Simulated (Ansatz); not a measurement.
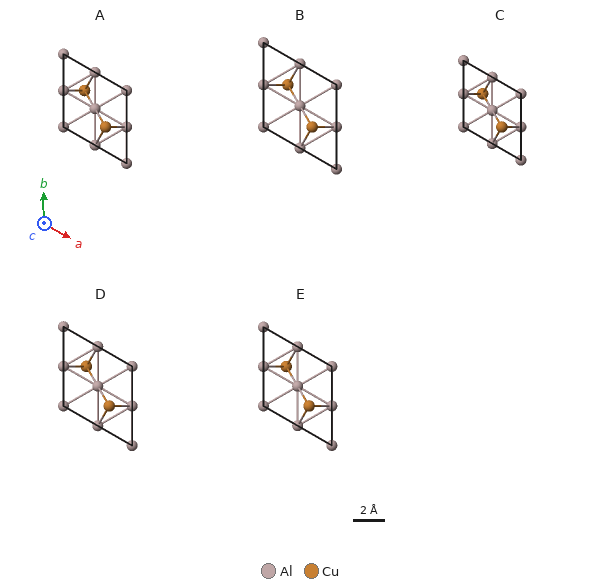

5 geometries from one relaxation of a crystal of Al$_{2}$Cu (a generated structure, set up in P-3m1) (coarse preliminary run), in shuffled order. A ball-and-stick model of the cell of the calculation, seen along the c axis.

The calculation used DFT PBE, scalar-relativistic, plane waves, PAW (Ansatz). Settings: plane-wave cutoff 420 eV; k-point mesh 6 × 6 × 4; occupations gaussian; smearing width 0.1 eV; no spin polarisation; cell and atoms relaxed; force threshold 0.04 eV/Å; at most 70 steps.

Put them in the order of the run, from the start to the converged end.

C, A, E, D, B. They are steps 0, 2, 5, 6, 14, at +2138 meV per atom, +928 meV per atom, +305 meV per atom, +195 meV per atom relative to the last. The largest moves relative to the cell, 0.24 Å, are those of Cu atoms. Al stays in place. The volume changes by +10.0 %, with a = b 4.290 → 5.448 Å (+27.0 %), c 5.929 → 4.043 Å (−31.8 %). Near-neighbour distances that change, for instance: Al–Cu 3.538 → 2.562 Å, Al–Al 2.145 → 2.724 Å, Cu–Cu 2.574 → 3.145 Å, Al–Cu 2.893 → 2.560 Å. Bond angles that change, for instance: Al–Cu–Cu 116.9° → 107.9°, Cu–Cu–Cu 112.9° → 120.0°. The space group (tolerance 0.01 Å) goes from P-3m1 (No. 164) to P6/mmm (No. 191). After 12 accepted moves (14 points after the start) the energy has fallen by 2138 meV per atom. The largest force component goes from 0.27 to 0.0074 eV/Å. The pressure goes from 55.99 to 0.22 GPa. The SCF was repeated twice at an unchanged geometry on a basis and grid sized afresh for the cell, which shifted the energy by 74.5 meV per atom at most.
